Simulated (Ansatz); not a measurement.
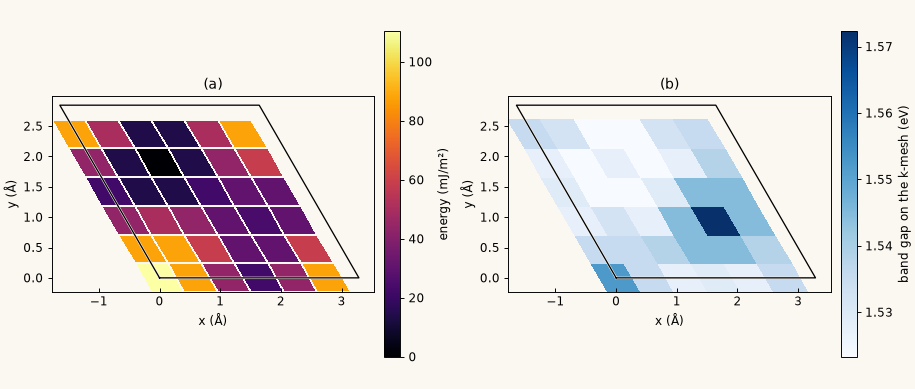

A bilayer of two WSe₂ sheets (1H type), the upper one turned by 180 degrees about the normal (6 atoms in the cell). The upper layer of a bilayer is slid over the lower one; relaxed at each slide: nothing; the origin of the map has Se4 above Se3; the distance between the facing planes is held at 3.51 Å. Places are given modulo a cell vector. The map is drawn in real space over the plane of the slide. Grid: 6 × 6 points; 10 points were computed and 26 follow by symmetry. All energies are given in mJ/m² relative to the lowest grid point. At a held distance the lowest stacking need not be the one that binds best once the distance relaxes. Level of theory: DFT PBE+D3(BJ), scalar-relativistic, plane waves, PAW in Ansatz 0.2.0. Settings: cutoff 420 eV, k-mesh 9×9×1, gaussian smearing 0.05 eV, no spin polarisation.

Panel (a) is the energy and panel (b) the computed band gap on the k-mesh on the same grid.

In the figure: one coloured cell a grid point, the outline of one cell of the plane.

How does the band gap on the k-mesh vary over the map, and what is it at the lowest grid point?

It runs from 1.52 eV at (1/6, 3/6) of the cell vectors to 1.57 eV at (4/6, 2/6) of the cell vectors. At the lowest grid point, (2/6, 4/6) of the cell vectors, it is 1.53 eV.

PAW datasets: the set soft_1.
